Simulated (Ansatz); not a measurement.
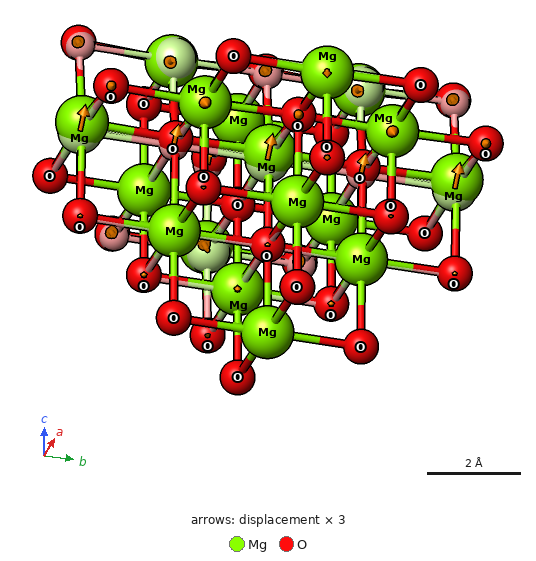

This is a constrained relaxation of a slab of composition MgO (cut from the Fm-3m phase). The starting structure is drawn faded, the final one solid; orange arrows show the displacements, magnified 3 times.

Style: ball-and-stick. Shown: the atoms within 5.0 Å of the atom that moves most (axes of the 1 × 2 repeat of the cell, outlined in the plane, without the vacuum (origin shifted)), from a free direction.

Case: stripe over 1.5 of 3 cells, two steps. 12 atoms are held fixed.

All numbers below come from Ansatz 0.2.0, DFT PBE, scalar-relativistic, plane waves, PAW. Settings: plane-wave cutoff 420 eV; k-point mesh 2 × 6 × 1; occupations gaussian; smearing width 0.05 eV; no spin polarisation; dipole correction; atoms relaxed in a fixed cell; force threshold 0.02 eV/Å; at most 45 steps.

### What happened in the run?

The largest moves, 0.21 Å, are those of Mg atoms. By element the largest moves are Mg 0.21 Å, O 0.17 Å. The cell doesn't change. Near-neighbour distances that change, for instance: Mg–O 2.127 → 1.959 Å, Mg–O 2.127 → 2.268 Å, Mg–O 2.127 → 2.229 Å, Mg–O 2.127 → 2.026 Å. Bond angles that change, for instance: Mg–O–Mg 90.0° → 103.9°, O–Mg–O 90.0° → 102.0°, Mg–O–Mg 180.0° → 169.1°. After 4 accepted moves (5 points after the start) the energy has fallen by 0.790 eV per cell of the calculation. The largest force component goes from 1.5 to 0.011 eV/Å. 1 step only repeated the SCF at the same geometry.
